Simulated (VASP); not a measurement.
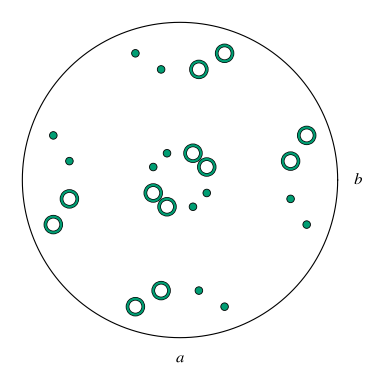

Stereographic projection: filled dots lie in the upper hemisphere, open rings in the lower. The c axis points at the viewer. The poles are all faces of one general form. Computed from the symmetry operations of a computed or model structure of composition AlN.

Name the crystal class.

Answer. -43m (Td), order 24, cubic system: three −4 axes, four threefold axes, six mirror planes.

Which physical properties does it allow?

Answer. It is not centrosymmetric; not polar, but piezoelectricity is allowed; it is not chiral.
